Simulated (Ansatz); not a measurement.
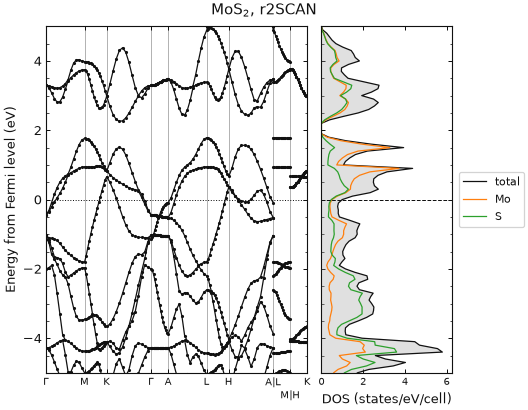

Band structure and density of states. Energies are counted from the Fermi level. The partial curves are projected on Löwdin-orthogonalised atomic shells.

The Ansatz input:

```
crystal:
  lattice:
    - [3.2262370446, 0.0, 0.0]
    - [-1.6131185223, 2.7940032393, 0.0]
    - [0.0, 0.0, 6.2737630921]
  atoms:
    - { symbol: Mo, position: [0.0, 0.0, 0.5] }
    - { symbol: S, position: [0.3333333333, 0.6666666667, 0.2533961961] }
    - { symbol: S, position: [0.6666666667, 0.3333333333, 0.7466038039] }
basis:
  ecutwfc: 500
kpoints:
  mp_grid: { grid: [18, 18, 8] }
  band_path:
    path:
      - [[0.0, 0.0, 0.0], [0.5, 0.0, 0.0], [0.33333333, 0.33333333, 0.0], [0.0, 0.0, 0.0], [0.0, 0.0, 0.5], [0.5, 0.0, 0.5], [0.33333333, 0.33333333, 0.5], [0.0, 0.0, 0.5]]
      - [[0.5, 0.0, 0.5], [0.5, 0.0, 0.0]]
      - [[0.33333333, 0.33333333, 0.5], [0.33333333, 0.33333333, 0.0]]
    npoints: 14
hamiltonian:
  xc: r2scan
scf:
  occupations: { method: gaussian, width: 0.1 }
  n_extra_bands: 7
output:
  forces: true
  stress: true
  eigenvalues: true
  populations: true
  dos: { projected: true, de: 0.02, nscf_kmesh: { grid: [27, 27, 12] } }
  bader: true
  write_density: true
  write_potential: true
  elf: true
  volumetric_format: npy
```

Command:
```bash
ansatz run input.yaml --threads 1 --pin off --max-ram 2560MiB --backend cpu --events-out ev --progress --plain --runs-dir out
```

> Does this material conduct, going by its bands?

A metal: 3 bands cross the Fermi level along this path.

> What is the density of states at the Fermi level?

The density of states at the Fermi level isn't well fixed here: it changes fast, and within 0.3 eV it runs from 0.78 to 2.7 per eV and cell.

> By band count a gap could open at this filling. What closes it?

The last band that the electron count would fill rises to 0.67 eV above the Fermi level between H and K, leaving holes there, and the next band dips to 0.52 eV below it at A, holding electrons: an overlap of 1.18 eV.

> Where is the tallest peak in the window, and which states make it?

The tallest peak in the window is at −4.4 eV; by projected weight it is S (65 %) and Mo (35 %).
